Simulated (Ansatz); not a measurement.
**Two runs on Ge**

System: Ge (P6₃mc, 4 atoms in the cell).
Method of the first run: Kohn-Sham DFT of a periodic cell, HSE06, Ansatz PAW, no spin polarisation (Ansatz 0.2.0).

The structure derives from a Materials Project entry. Text and figures count atoms from 1; the logs count them from 0 in places.

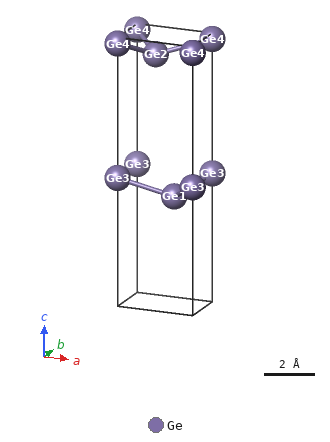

Fig. 1: The structure as given in the input (ball-and-stick view of the cell of the calculation, seen slightly off an axis; atoms are numbered from 1 in the order of the input). An atom can appear more than once, as a periodic image. Near neighbours in the periodic cell (some may lie outside the picture): Ge has 3 Ge at 2.44 Å.

**The input, the first run**
```yaml
crystal:
  lattice:
    - [4.0504045371, 0.0, 0.0]
    - [-2.0252022685, 3.5077532247, 0.0]
    - [0.0, 0.0, 10.993359]
  atoms:
    - { symbol: Ge, position: [0.6666666667, 0.3333333333, 0.414848] }
    - { symbol: Ge, position: [0.3333333333, 0.6666666667, 0.914848] }
    - { symbol: Ge, position: [0.0, 0.0, 0.477452] }
    - { symbol: Ge, position: [0.0, 0.0, 0.977452] }
hamiltonian:
  xc: hse06
  pseudopotentials: { kind: paw }
kpoints:
  mp_grid: { grid: [4, 4, 2] }
scf:
  occupations: { method: fermi_dirac, width: 0.05 }
output:
  forces: true
  stress: true
  eigenvalues: true
  write_density: true
  write_potential: true
  elf: true
  volumetric_format: npy
relax:
  f_tol: 0.01
  max_steps: 40
  cell: { stress_tol: 0.05 }
```

Hardware: 1 × NVIDIA H100 80GB HBM3, 2 threads of AMD EPYC (Zen 3), 264 GiB of memory available, shared host.

**Output, shortened to warnings, some set-up lines, iterations and results (the first run)**
```
Basis set: ecut = 420 eV, 3049 PW (Γ), exchange–correlation on 60×60×150 points (8 copies of the dense FFT grid, shifted against one another)
Symmetry: 12 space group operations
k-points: 8 of 32
Initial density: superposition of atomic densities (neutral atoms: chi_scale 0, normalization atom), corrected by the library's trained network
[...]
SCF iter   1: F=—  HF=-17177.854357 eV  |F-HF|=—  |Δ(HF+E_count)|=         —  Δρ=1.49e-3  dr2=3.66e-3  ethr=1.77e-3  ⟨swp⟩=7.5  Hψ=1048  notcnv=0
SCF iter   2: F=—  HF=-17177.856258 eV  |F-HF|=—  |Δ(HF+E_count)|=   1.90e-3  Δρ=6.70e-4  dr2=6.42e-4  ethr=6.53e-6  ⟨swp⟩=3.1  Hψ=765  notcnv=0
SCF iter   3: F=—  HF=-17177.857143 eV  |F-HF|=—  |Δ(HF+E_count)|=   8.85e-4  Δρ=1.66e-4  dr2=7.17e-5  ethr=1.15e-6  ⟨swp⟩=3.2  Hψ=628  notcnv=0
SCF iter   4: F=—  HF=-17177.857160 eV  |F-HF|=—  |Δ(HF+E_count)|=   1.67e-5  Δρ=6.82e-5  dr2=1.10e-5  ethr=1.28e-7  ⟨swp⟩=3.8  Hψ=740  notcnv=0  defer=1
SCF iter   5: F=—  HF=-17177.857169 eV  |F-HF|=—  |Δ(HF+E_count)|=   9.68e-6  Δρ=2.21e-5  dr2=1.29e-6  ethr=1.96e-8  ⟨swp⟩=3.9  Hψ=585  notcnv=0
[... 520 lines ...]
SCF 89 converged in 5 iterations: F = -17182.395904 eV  dr2 = 1.35e-12
SCF iter   1: F=—  HF=-17182.395904 eV  |F-HF|=—  |Δ(HF+E_count)|=         —  Δρ=1.16e-7  dr2=4.88e-12  ethr=5.59e-12  ⟨swp⟩=10.6  Hψ=762  notcnv=0
SCF iter   2: F=-17182.395904 eV  HF=-17182.395904 eV  |F-HF|=3.64e-12  |Δ(HF+E_count)|=  3.38e-10  Δρ=2.60e-8  dr2=2.49e-13  ethr=1.00e-12  ⟨swp⟩=2.0  Hψ=495  notcnv=0
SCF 90 converged in 2 iterations: F = -17182.395904 eV  dr2 = 2.49e-13
relax step  23: F+E_penalty+E_count = -17182.39590435 eV  Δ(F+E_penalty+E_count) = +7.886e-3 eV  max|allowed force component| = 6.960e-4 eV/Å  Δτ_max = 0.0000 Å  P = -0.013 …
basis re-selected at this cell: Δ(F+E_penalty+E_count) = +7.886e-3 eV, ΔP = -0.012 GPa vs the last step (what re-selecting the basis moved, of the pressure what is left beyond the Pulay correction that the steps carried, after the strain that the cell walked since its last selection, with what the …
hybrid SCF converged: 3 outer / 12 inner (+0 warm-up), last move |dexx| = 2.19e-12 eV, tail = 2.16e-12 eV
Stability not checked: this state was not tested for a lower state beside it, because the functional holds exact exchange (a hybrid, or Hartree-Fock), whose exchange loop this test does not read (fock_operator; see scf.lower_state_search)
Free energy (F): -17182.395904 eV
Frozen-core exchange: fock
Harris-Foulkes:  -17182.395904 eV  (|F-HF|=3.64e-12)
Internal energy: -17182.388875 eV  (E = F + TS)
E sigma→0 (E₀):  -17182.392390 eV
Entropy (-TS):   -0.007029 eV (-1.757 meV/atom)
Fermi energy:    10.453870 eV
--- Per-component energies (eV) ---
  E_band       = -643.792674
  E_kinetic    = 438.890507
  E_local      = -8930.479468  (includes V_loc(G=0)·N_el)
  E_nonlocal   = 1668.321043
  E_hartree    = 3917.482803
  E_xc         = -243.910706
  E_vxc        = -208.108802  (∫ρ·V_xc dr)
  E_exx        = -217.116568  (= α·E_x^exact, valence–valence)
  E_paw        = -7914.935630  (= ΣΔE_a)
  E_vpaw       = -1013.149670  (= ΣTr[D̂ρ^β])
  E_aug_tail   = 0.001207  (compensation charges beyond the density's cutoff)
  E_ewald      = -5899.180568
  E_core_change = -1.461495  (= ΣΔE_core)
  E_smearing   = -0.007029  (= −TS)
  E_closure    = -0.000002  (closes the sum)
  Σ components = -17182.395904   (vs F -17182.395904, Δ=0.00e0)
--- Forces (eV/Å), atoms counted from 1 ---
  atom   1  Ge     0.00000000     0.00000000     0.00069597
  atom   2  Ge    -0.00000000    -0.00000000     0.00069597
  atom   3  Ge     0.00000000    -0.00000000    -0.00069599
  atom   4  Ge     0.00000000    -0.00000000    -0.00069599
  max |Σ_I F_I| component: 3.27e-8 eV/Å
--- Stress (GPa, compression-positive) ---
       -0.007583      -0.000000      -0.000000
       -0.000000      -0.007583      -0.000000
[...]
```

The input of the second run differs as follows (lines with − go, lines with + come):
```diff
-  xc: hse06
+  xc: pbe0
-  write_density: true
-  write_potential: true
-  elf: true
-  volumetric_format: npy
```

How does the second run compare with the first run?

The total energies belong to different methods, so their difference says nothing on which is more stable or more accurate. A gap of 0.88 eV opens on the mesh, where the first run has none. The volume per atom goes from 19.69 to 27.11 Å³. The functional changes from HSE06 to PBE0. On the same kind of shared host the second run took about 0.61 times as long.

**Output, shortened to warnings, some set-up lines, iterations and results (the second run)**
```
Basis set: ecut = 420 eV, 3049 PW (Γ), exchange–correlation on 60×60×150 points (8 copies of the dense FFT grid, shifted against one another)
Symmetry: 12 space group operations
k-points: 8 of 32
Initial density: superposition of atomic densities (neutral atoms: chi_scale 0, normalization atom), corrected by the library's trained network
[...]
SCF iter   1: F=—  HF=-17177.854031 eV  |F-HF|=—  |Δ(HF+E_count)|=         —  Δρ=1.50e-3  dr2=3.69e-3  ethr=1.77e-3  ⟨swp⟩=7.5  Hψ=1048  notcnv=0
SCF iter   2: F=—  HF=-17177.855910 eV  |F-HF|=—  |Δ(HF+E_count)|=   1.88e-3  Δρ=6.69e-4  dr2=6.39e-4  ethr=6.58e-6  ⟨swp⟩=3.1  Hψ=767  notcnv=0
SCF iter   3: F=—  HF=-17177.856792 eV  |F-HF|=—  |Δ(HF+E_count)|=   8.81e-4  Δρ=1.72e-4  dr2=7.13e-5  ethr=1.14e-6  ⟨swp⟩=3.2  Hψ=626  notcnv=0
SCF iter   4: F=—  HF=-17177.856812 eV  |F-HF|=—  |Δ(HF+E_count)|=   2.06e-5  Δρ=6.77e-5  dr2=1.08e-5  ethr=1.27e-7  ⟨swp⟩=3.6  Hψ=741  notcnv=0  defer=1
SCF iter   5: F=—  HF=-17177.856822 eV  |F-HF|=—  |Δ(HF+E_count)|=   9.94e-6  Δρ=2.34e-5  dr2=1.63e-6  ethr=1.92e-8  ⟨swp⟩=4.0  Hψ=586  notcnv=0
[... 338 lines ...]
SCF 54 converged in 4 iterations: F = -17181.051573 eV  dr2 = 2.62e-11
SCF iter   1: F=—  HF=-17181.051573 eV  |F-HF|=—  |Δ(HF+E_count)|=         —  Δρ=2.39e-7  dr2=1.93e-11  ethr=5.36e-12  ⟨swp⟩=12.5  Hψ=810  notcnv=0
SCF iter   2: F=-17181.051573 eV  HF=-17181.051573 eV  |F-HF|=3.64e-12  |Δ(HF+E_count)|=  2.18e-11  Δρ=5.46e-8  dr2=2.13e-12  ethr=1.00e-12  ⟨swp⟩=2.0  Hψ=497  notcnv=0
SCF 55 converged in 2 iterations: F = -17181.051573 eV  dr2 = 2.13e-12
relax step  14: F+E_penalty+E_count = -17181.05157271 eV  Δ(F+E_penalty+E_count) = +5.216e-3 eV  max|allowed force component| = 4.896e-3 eV/Å  Δτ_max = 0.0000 Å  P = +0.027 …
basis re-selected at this cell: Δ(F+E_penalty+E_count) = +5.216e-3 eV, ΔP = -0.007 GPa vs the last step (what re-selecting the basis moved, of the pressure what is left beyond the Pulay correction that the steps carried, after the strain that the cell walked since its last selection, with what the …
hybrid SCF converged: 3 outer / 11 inner (+0 warm-up), last move |dexx| = 7.22e-12 eV, tail = 6.31e-12 eV
Stability not checked: this state was not tested for a lower state beside it, because the functional holds exact exchange (a hybrid, or Hartree-Fock), whose exchange loop this test does not read (fock_operator; see scf.lower_state_search)
Free energy (F): -17181.051573 eV
Frozen-core exchange: fock
Harris-Foulkes:  -17181.051573 eV  (|F-HF|=3.64e-12)
Internal energy: -17181.051513 eV  (E = F + TS)
E sigma→0 (E₀):  -17181.051543 eV
Entropy (-TS):   -0.000059 eV (-0.015 meV/atom)
Fermi energy:    6.283848 eV
--- Per-component energies (eV) ---
  E_band       = -883.745559
  E_kinetic    = 438.144769
  E_local      = -10616.609252  (includes V_loc(G=0)·N_el)
  E_nonlocal   = 1674.514325
  E_hartree    = 4652.465476
  E_xc         = -230.311325
  E_vxc        = -196.339290  (∫ρ·V_xc dr)
  E_exx        = -240.147883  (= α·E_x^exact, valence–valence)
  E_paw        = -7908.535569  (= ΣΔE_a)
  E_vpaw       = -1008.092587  (= ΣTr[D̂ρ^β])
  E_aug_tail   = 0.001267  (compensation charges beyond the density's cutoff)
  E_ewald      = -4948.960387
  E_core_change = -1.612935  (= ΣΔE_core)
  E_smearing   = -0.000059  (= −TS)
  E_closure    = -0.000001  (closes the sum)
  Σ components = -17181.051573   (vs F -17181.051573, Δ=0.00e0)
--- Forces (eV/Å), atoms counted from 1 ---
  atom   1  Ge    -0.00000000     0.00000000    -0.00489584
  atom   2  Ge     0.00000000     0.00000000    -0.00489584
  atom   3  Ge    -0.00000000     0.00000000     0.00489689
  atom   4  Ge     0.00000000    -0.00000000     0.00489689
  max |Σ_I F_I| component: 2.10e-6 eV/Å
--- Stress (GPa, compression-positive) ---
        0.039022       0.000000      -0.000000
       -0.000000       0.039022       0.000000
[...]
```

**The two runs side by side**

```csv
quantity,the first run,the second run
outcome,converged,converged
free energy per atom (eV),−4295.5990,−4295.2629
"energy per atom, smearing taken to zero (eV)",−4295.5981,−4295.2629
gap on the mesh (eV),0.00,0.88
pressure (GPa),−0.01,0.03
volume per atom (Å³),19.69,27.11
largest force (eV/Å),0.001,0.005
irreducible k-points,8,8
wall time (shared host),3.3 min,2 min
```
